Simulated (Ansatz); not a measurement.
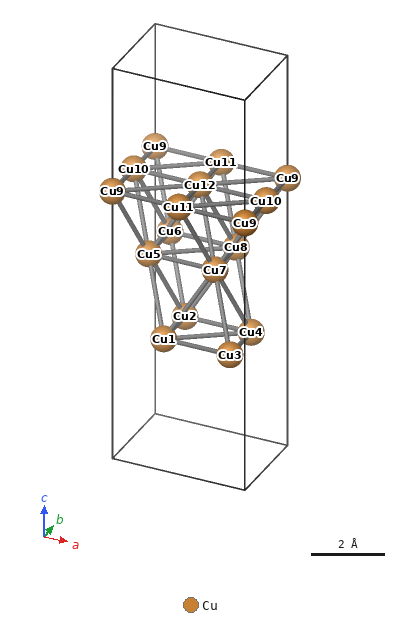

The structure as given in the input (ball-and-stick view of the cell of the calculation, with the vacuum cut short, seen slightly off an axis; atoms are numbered from 1 in the order of the input). An atom can appear more than once, as a periodic image.

Single-point calculation, with input and output: Cu (part 1 of 2)

- system: Cu (slab, 12 atoms in the cell)
- method: DFT PBE+D3(BJ), scalar-relativistic, plane waves, PAW, PAW set soft_1, no spin polarisation (Ansatz 0.2.0)

The structure derives from an entry of the Crystallography Open Database. Figures and captions count atoms from 1; the log counts them from 0 in places.

## Input file
```yaml
crystal:
  lattice:
    - [5.0378287988, 0.0, 0.0]
    - [-2.5189143994, 4.3628877197, 0.0]
    - [0.0, 0.0, 21.2210741096]
  atoms:
    - { symbol: Cu, position: [0.3333333333, 0.1666666667, 0.1884918727] }
    - { symbol: Cu, position: [0.3333333333, 0.6666666667, 0.1884918727] }
    - { symbol: Cu, position: [0.8333333333, 0.1666666667, 0.1884918727] }
    - { symbol: Cu, position: [0.8333333333, 0.6666666667, 0.1884918727] }
    - { symbol: Cu, position: [0.1666666667, 0.3333333333, 0.2855897429] }
    - { symbol: Cu, position: [0.1666666667, 0.8333333333, 0.2855897429] }
    - { symbol: Cu, position: [0.6666666667, 0.3333333333, 0.2855897429] }
    - { symbol: Cu, position: [0.6666666667, 0.8333333333, 0.2855897429] }
    - { symbol: Cu, position: [0.0, 0.0, 0.3826891168] }
    - { symbol: Cu, position: [0.0, 0.5, 0.3826891168] }
    - { symbol: Cu, position: [0.5, 0.0, 0.3826891168] }
    - { symbol: Cu, position: [0.5, 0.5, 0.3826891168] }
basis:
  ecutwfc: 420
kpoints:
  mp_grid: { grid: [6, 6, 1] }
hamiltonian:
  xc: pbe
  pseudopotentials: { kind: paw, azcp: { folder: soft_1 } }
  dispersion: d3bj
scf:
  occupations: { method: gaussian, width: 0.1 }
output:
  forces: true
  eigenvalues: true
  write_density: true
  write_potential: true
  elf: true
  volumetric_format: npy
efield:
  axis: 3
  dipole_correction: true
  ramp_width: 0.04
```

Launched with:
```bash
ansatz run input.yaml --threads 4 --pin off --max-ram 12288MiB --backend cpu --events-out ev --progress --plain --runs-dir out
```

## What the program printed
```
Engine: ansatz 0.2.0, aarch64-unknown-linux-gnu
Pseudopotentials: kind: paw
Pseudopotential: Cu, paw, valence charge 19, recommended cutoff 420 eV (normal), [file]
Functional definition: PBE
  parameter kappa = 0.804
  parameter beta = 0.06672455060314922
  exchange = pbe_x(kappa = kappa, mu = beta*pi^2/3)
  correlation = pbe_c(beta = beta)
Crystal: 12 atoms, lattice volume = 466.428 Å³
Basis set: ecut = 420 eV, 9197 PW (Γ), exchange–correlation on 72×72×288 points (8 copies of the dense FFT grid, shifted against one another)
Bands: 137, of which v1, the nominal top of the filled ones, is band 114 counted from 1 (113 counted from 0)
Symmetry: 24 space group operations
k-points: 7 of 36 (time reversal used)
Non-local potential: Cu, projectors of the file, l = 0: 3, l = 1: 2, l = 2: 3, l = 3: 1
PAW form: soft (Blöchl's): semilocal exchange-correlation on the pseudo side does not see the compensation charge
PAW one-centre angular grid: Cu, 590 points (default); XC on 64 Gauss nodes
Initial density: superposition of atomic densities (neutral atoms: chi_scale 0, normalization atom)
Initial wavefunctions: pseudopotential atomic-orbital guess
Functional: x = pbe(κ = 0.804, μ = 0.2195149727645171), c = pbe(β = 0.06672455060314922)
SCF iter   1: F=—  HF=-79513.060599 eV  |F-HF|=—  |Δ(HF+E_count)|=         —  Δρ=1.42e-1  dr2=5.63e1  ethr=3.10e-3  p=-0.000 e·Å  D=-1.96e-5 V/Å  ΔV_dip=0.00 eV  dr2_dipole=1.22e-8  V_vac-E_F(+/−)=4.40/4.40 eV  ⟨swp⟩=9.6  Hψ=4398  notcnv=0  defer=22
efield: sawtooth ramp at fractional position 0.7656 (placed from the atoms, in the widest stretch of the axis that holds none; the zero of the levels goes with the place), width 0.0400; the density the first Hamiltonian is built on has a dipole p = -0.000 e·Å; the dipole correction subtracts the counter field D = -1.96e-5 V/Å, which shifts the + side's vacuum level by +0.00 eV against the − side's; the planar-averaged density in the ramp window peaks in size at 5.3e-5 e/Å³
preconditioner: auto → LDOS  [metal: Δε(μ)=0.070 eV  Ē_g=7.324 eV  σ=0.100 eV  W_gap=0.36  n_scr=94 (ndim 8)  ℏωp=19.8 eV  f_vac=0.652  D(μ)=6.94/eV (n_scr^D=40)  β→1.0]
SCF iter   2: F=—  HF=-79556.324224 eV  |F-HF|=—  |Δ(HF+E_count)|=    4.33e1  Δρ=2.56e-1  dr2=1.58e2  ethr=3.10e-3  p=-0.001 e·Å  D=-4.16e-4 V/Å  ΔV_dip=0.01 eV  dr2_dipole=4.06e-5  V_vac-E_F(+/−)=3.43/3.42 eV  ⟨swp⟩=4.0  Hψ=2952  notcnv=0  defer=109  recentre
SCF iter   3: F=—  HF=-79504.188689 eV  |F-HF|=—  |Δ(HF+E_count)|=    5.21e1  Δρ=4.84e-2  dr2=6.94e0  ethr=3.10e-3  p=-0.000 e·Å  D=-1.36e-4 V/Å  ΔV_dip=0.00 eV  dr2_dipole=6.16e-5  V_vac-E_F(+/−)=4.54/4.54 eV  ⟨swp⟩=3.9  Hψ=2485  notcnv=0  defer=116
SCF iter   4: F=—  HF=-79503.184208 eV  |F-HF|=—  |Δ(HF+E_count)|=    1.00e0  Δρ=1.69e-2  dr2=8.15e-1  ethr=3.05e-3  p=0.000 e·Å  D=8.50e-5 V/Å  ΔV_dip=-0.00 eV  dr2_dipole=6.99e-7  V_vac-E_F(+/−)=4.52/4.52 eV  ⟨swp⟩=2.1  Hψ=1603  notcnv=0  defer=110
SCF iter   5: F=—  HF=-79503.046979 eV  |F-HF|=—  |Δ(HF+E_count)|=   1.37e-1  Δρ=3.45e-3  dr2=3.52e-2  ethr=3.57e-4  p=-0.000 e·Å  D=-6.53e-5 V/Å  ΔV_dip=0.00 eV  dr2_dipole=1.72e-6  V_vac-E_F(+/−)=4.63/4.63 eV  ⟨swp⟩=2.0  Hψ=1598  notcnv=0  defer=110
SCF iter   6: F=—  HF=-79503.081080 eV  |F-HF|=—  |Δ(HF+E_count)|=   3.41e-2  Δρ=1.90e-3  dr2=1.51e-2  ethr=1.55e-5  p=-0.000 e·Å  D=-8.51e-5 V/Å  ΔV_dip=0.00 eV  dr2_dipole=3.77e-6  V_vac-E_F(+/−)=4.72/4.72 eV  ⟨swp⟩=2.0  Hψ=1346  notcnv=0  defer=110
SCF iter   7: F=—  HF=-79503.082263 eV  |F-HF|=—  |Δ(HF+E_count)|=   1.18e-3  Δρ=2.12e-4  dr2=2.59e-4  ethr=6.62e-6  p=-0.000 e·Å  D=-8.90e-5 V/Å  ΔV_dip=0.00 eV  dr2_dipole=1.60e-6  V_vac-E_F(+/−)=4.78/4.78 eV  ⟨swp⟩=2.0  Hψ=1256  notcnv=0  defer=110
SCF iter   8: F=—  HF=-79503.082592 eV  |F-HF|=—  |Δ(HF+E_count)|=   3.29e-4  Δρ=4.48e-4  dr2=5.72e-4  ethr=1.13e-7  p=0.000 e·Å  D=5.12e-5 V/Å  ΔV_dip=-0.00 eV  dr2_dipole=9.02e-7  V_vac-E_F(+/−)=4.80/4.80 eV  ⟨swp⟩=3.0  Hψ=2018  notcnv=0  defer=110
SCF iter   9: F=—  HF=-79503.082537 eV  |F-HF|=—  |Δ(HF+E_count)|=   5.43e-5  Δρ=1.45e-4  dr2=8.65e-5  ethr=1.13e-7  p=-0.000 e·Å  D=-4.36e-5 V/Å  ΔV_dip=0.00 eV  dr2_dipole=7.36e-7  V_vac-E_F(+/−)=4.80/4.80 eV  ⟨swp⟩=2.0  Hψ=1303  notcnv=0  defer=110
SCF iter  10: F=—  HF=-79503.082538 eV  |F-HF|=—  |Δ(HF+E_count)|=   2.27e-7  Δρ=3.60e-5  dr2=6.56e-6  ethr=3.80e-8  p=-0.000 e·Å  D=-2.46e-6 V/Å  ΔV_dip=0.00 eV  dr2_dipole=5.36e-9  V_vac-E_F(+/−)=4.81/4.81 eV  ⟨swp⟩=2.0  Hψ=1261  notcnv=0  defer=110
SCF iter  11: F=—  HF=-79503.082538 eV  |F-HF|=—  |Δ(HF+E_count)|=   8.70e-7  Δρ=3.63e-5  dr2=5.44e-6  ethr=2.88e-9  p=-0.000 e·Å  D=-1.78e-5 V/Å  ΔV_dip=0.00 eV  dr2_dipole=1.29e-7  V_vac-E_F(+/−)=4.81/4.81 eV  ⟨swp⟩=2.1  Hψ=1312  notcnv=0  defer=110
SCF iter  12: F=—  HF=-79503.082539 eV  |F-HF|=—  |Δ(HF+E_count)|=   2.69e-7  Δρ=2.20e-5  dr2=2.04e-6  ethr=2.39e-9  p=-0.000 e·Å  D=-1.37e-5 V/Å  ΔV_dip=0.00 eV  dr2_dipole=2.78e-8  V_vac-E_F(+/−)=4.81/4.81 eV  ⟨swp⟩=1.0  Hψ=849  notcnv=0  defer=110
SCF iter  13: F=—  HF=-79503.082539 eV  |F-HF|=—  |Δ(HF+E_count)|=   4.60e-8  Δρ=4.00e-6  dr2=1.02e-7  ethr=8.97e-10  p=-0.000 e·Å  D=-1.35e-5 V/Å  ΔV_dip=0.00 eV  dr2_dipole=5.57e-9  V_vac-E_F(+/−)=4.81/4.81 eV  ⟨swp⟩=2.0  Hψ=1213  notcnv=0  defer=110
SCF iter  14: F=—  HF=-79503.082539 eV  |F-HF|=—  |Δ(HF+E_count)|=   2.21e-7  Δρ=5.94e-6  dr2=1.43e-7  ethr=4.39e-11  p=-0.000 e·Å  D=-1.39e-5 V/Å  ΔV_dip=0.00 eV  dr2_dipole=5.69e-9  V_vac-E_F(+/−)=4.81/4.81 eV  ⟨swp⟩=18.9  Hψ=7516  notcnv=0
SCF iter  15: F=-79503.082539 eV  HF=-79503.082539 eV  |F-HF|=1.45e-8  |Δ(HF+E_count)|=   4.21e-8  Δρ=1.18e-6  dr2=8.55e-9  ethr=4.39e-11  p=-0.000 e·Å  D=-1.36e-5 V/Å  ΔV_dip=0.00 eV  dr2_dipole=1.48e-9  V_vac-E_F(+/−)=4.81/4.81 eV  ⟨swp⟩=10.3  Hψ=6548  notcnv=0
SCF 1 converged in 15 iterations: F = -79503.082539 eV  dr2 = 8.55e-9
  greatest PAW one-centre occupation: 1.000 electrons in one spin orbital (limit 2), on the Cu atom at site 11 (counted from 0), in its partial waves of l = 0
```

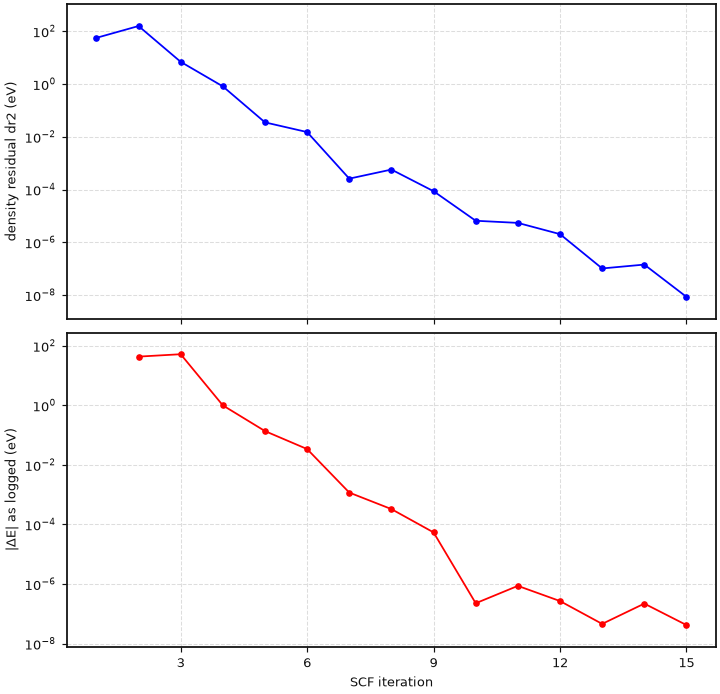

Convergence of the self-consistent field: density residual dr2 and size of the energy change against the SCF iteration. The residual falls unevenly and jumps up by a factor of two or more 2 times on the way down.

```
WARN: The output density's exchange-correlation potential varies sharply where the density is thin. Do not read a vacuum level from v_tot or v_xc, or from such a field of the output density. On a cell that repeats whose density bears no net charge and no dipole along the vacuum's axis use v_es (v_loc + v_h of the components); under efield.dipole_correction with no amplitude use v_es + v_field, which holds any external_charges[].barrier, or the levels of the report's work_function block, which leave it out; under a non-zero efield.amplitude the vacuum is tilted and has no level; on a cell that repeats and bears such a dipole with no correction it is tilted too, and efield.dipole_correction with no amplitude gives each side of its ramp a level where efield: is served; in a cell that repeats whose density bears a net charge (total_charge, or a fill off its count) it is curved and has none; of a slab under crystal.periodic whose density bears no net charge use v_es, which has a level on each side, short of where the two are joined; of another it falls or rises all the way out and has none; of a slab beside external_charges read slab_vacuum_level instead, which it has where they leave it neutral. The grid or the basis barely resolves most such structure, and the values can differ between equally converged runs; as a rule a tighter scf.convergence.dr2_threshold does not remove it. Where the density itself ripples (under the LDA too) a higher basis.ecutwfc lessens it. The files hold the spikes' plane waves up to the density's cutoff. Files: v_tot_of_output_density and the like, and their columns of v_z.tsv (output.write_potential); v_xc_of_output_density and the like, and their columns of v_comp_z.tsv (output.write_potential_components). Measured: with its Gaussian average of σ = 0.25 Å subtracted twice, the exchange-correlation potential is over 0.1 eV at 4 of the grid points where the equally averaged density (valence and model cores) is under 1e-3 e/Å³, and 0.113 eV at the most among them, at an averaged density of 1.0e-8 e/Å³. The input density's (outcome.potential() and, of a run that writes arrays, v_tot and v_xc) is over 0.1 eV, so measured, at 12 points of its own thin density, 0.107 eV at the most. See output.write_potential in the manual, Limitations
SCF converged after 15 iterations
Free energy (F): -79503.082539 eV
Harris-Foulkes:  -79503.082539 eV  (|F-HF|=1.45e-8)
Internal energy: -79503.010089 eV  (E = F + TS)
E sigma→0 (E₀):  -79503.046314 eV
Entropy (-TS):   -0.072450 eV (-6.038 meV/atom)
Fermi energy:    1.662369 eV
Dipole field:    D = 0.000020 V/Å  (p = 0.000052 e·Å, saw-weighted, corrected)
Work function:   Φ+ = 4.8085 eV   Φ− = 4.8090 eV
Levels:          The Fermi level and band energies are counted from a zero that moves with the ramp; work functions are not
--- Per-component energies (eV) ---
  E_band       = -7729.059621
  E_kinetic    = 3142.250954
  E_local      = -447240.137555  (includes V_loc(G=0)·N_el)
  E_nonlocal   = 10695.554081
  E_hartree    = 217830.935916
  E_xc         = -822.334106
  E_vxc        = -1061.198313  (∫ρ·V_xc dr)
  E_paw        = -21795.899014  (= ΣΔE_a)
  E_vpaw       = -8927.409249  (= ΣTr[D̂ρ^β])
  E_aug_tail   = 0.010789  (compensation charges beyond the density's cutoff)
  E_efield     = 0.000000  (sawtooth field / dipole correction)
  E_vefield    = 0.000000  (∫n·V_field dr)
  E_ewald      = 158691.357384
  E_disp       = -4.748538  (pairwise vdW)
  E_smearing   = -0.072450  (= −TS)
  E_closure    = 0.000000  (closes the sum)
  Σ components = -79503.082539   (vs F -79503.082539, Δ=0.00e0)
--- Forces (eV/Å), atoms counted from 1 ---
  atom   1  Cu     0.00000000    -0.00000000    -0.02964646
  atom   2  Cu     0.00000000    -0.00000000    -0.02964646
  atom   3  Cu     0.00000000    -0.00000000    -0.02964646
  atom   4  Cu    -0.00000000    -0.00000000    -0.02964646
  atom   5  Cu     0.00000000     0.00000000     0.00014090
  atom   6  Cu     0.00000000     0.00000000     0.00014090
  atom   7  Cu     0.00000000     0.00000000     0.00014090
  atom   8  Cu     0.00000000     0.00000000     0.00014090
  atom   9  Cu     0.00000000     0.00000000     0.02949354
  atom  10  Cu     0.00000000     0.00000000     0.02949354
  atom  11  Cu     0.00000000     0.00000000     0.02949354
  atom  12  Cu     0.00000000     0.00000000     0.02949354
  max |Σ_I F_I| component: 4.81e-5 eV/Å
--- Band table (eV; the first three rows and the last of 7) ---
```
